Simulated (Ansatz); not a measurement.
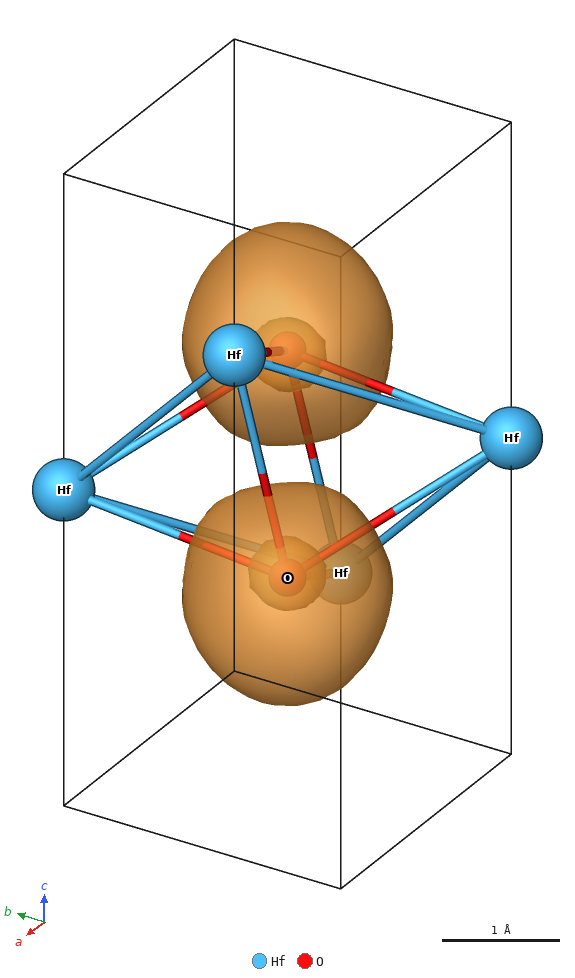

*HfO2. Isosurface of the ELF at 0.65 (orange), seen at an oblique angle. Core shells and regions of very low density are left out. Sticks mark near contacts.*

Space group P4/mmm; a structure generated by program, which may or may not match a known phase.

The calculation used Ansatz 0.2.0, DFT PBE, scalar-relativistic, plane waves, PAW.

In a PAW calculation such maps are meaningful between the atoms, not at the nuclei.

Describe the localisation domains.

Answer. The surface consists of two regions wrapped around O (the valence shell of each), counted in one cell of 3 atoms. Regions shared between cells count once. Along the contacts the grid gives the following. Hf–O (2.27 Å): the ELF peaks at about 0.80 in the valence shell of O, 0.6 Å from its nucleus, and drops to about 0.15 between the two atoms; no localised pair shows between them. Hf–Hf (2.79 Å): the ELF is about 0.10 at the midpoint (no localised pair shows between them).
